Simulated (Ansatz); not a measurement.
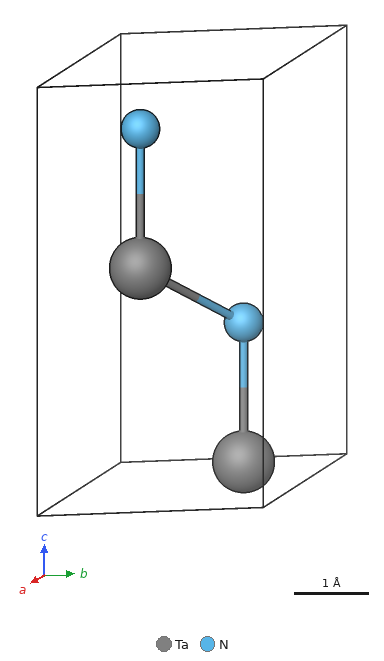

Normal modes of crystalline TaN, space group P6₃mc (No. 186), at the zone centre. A ball-and-stick model of the cell of the calculation, seen slightly off an axis.

Theory: DFT PBEsol, scalar-relativistic, plane waves, PAW (Ansatz).

Input
```yaml
crystal:
  lattice:
    - [3.1236521605, 0.0, 0.0]
    - [-1.5618260803, 2.7051621236, 0.0]
    - [0.0, 0.0, 6.0507132519]
  atoms:
    - { symbol: Ta, position: [0.3333333333, 0.6666666667, 0.0298235137] }
    - { symbol: Ta, position: [0.6666666667, 0.3333333333, 0.5298235137] }
    - { symbol: "N", position: [0.3333333333, 0.6666666667, 0.3551764863] }
    - { symbol: "N", position: [0.6666666667, 0.3333333333, 0.8551764863] }
basis:
  ecutwfc: 420
kpoints:
  mp_grid: { grid: [18, 18, 8] }
hamiltonian:
  xc: pbesol
scf:
  occupations: { method: fermi_dirac, width: 0.15 }
output:
  eigenvalues: true
phonons:
  method: dfpt
  eigenvectors: true
```

Launched with:
```bash
ansatz run input.yaml --threads 1 --pin off --max-ram 3072MiB --backend cpu --events-out ev --progress --plain --runs-dir out
```

The frequencies depend somewhat on the k-mesh and the smearing.

**Which optical modes does it have, at what frequencies, and is it stable there?**

The calculation's cell holds 4 atoms, so there are 9 optical modes, in 6 levels. The optical modes span 2E₂ + 2B₁ + E₁ + A₁. No level is unstable.

```json
{"level": "1", "symmetry": "E₂", "frequency (cm⁻¹)": "83", "activity": "Raman-active"}
{"level": "2", "symmetry": "B₁", "frequency (cm⁻¹)": "178", "activity": "silent"}
{"level": "3", "symmetry": "E₂", "frequency (cm⁻¹)": "375", "activity": "Raman-active"}
{"level": "4", "symmetry": "E₁", "frequency (cm⁻¹)": "491", "activity": "infrared- and Raman-active"}
{"level": "5", "symmetry": "B₁", "frequency (cm⁻¹)": "588", "activity": "silent"}
{"level": "6", "symmetry": "A₁", "frequency (cm⁻¹)": "661", "activity": "infrared- and Raman-active"}
```

The crystal is a metal, so free carriers screen the infrared response.

The modes drawn as arrows (one member of each degenerate set):

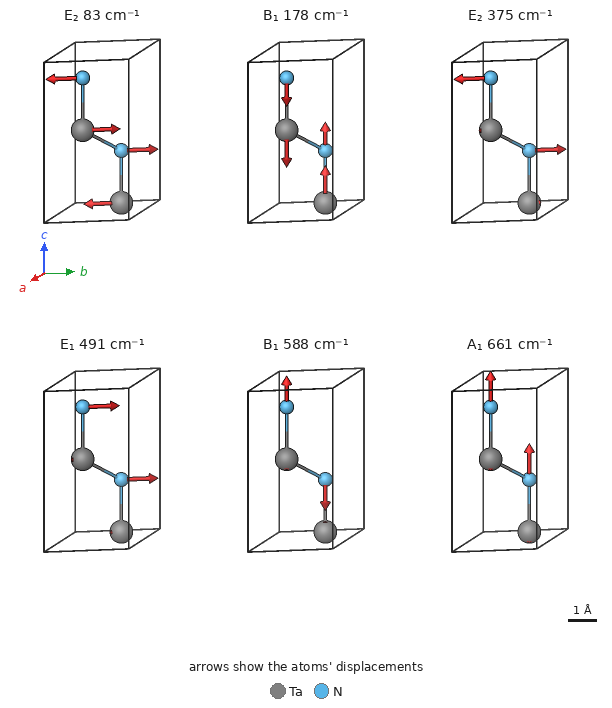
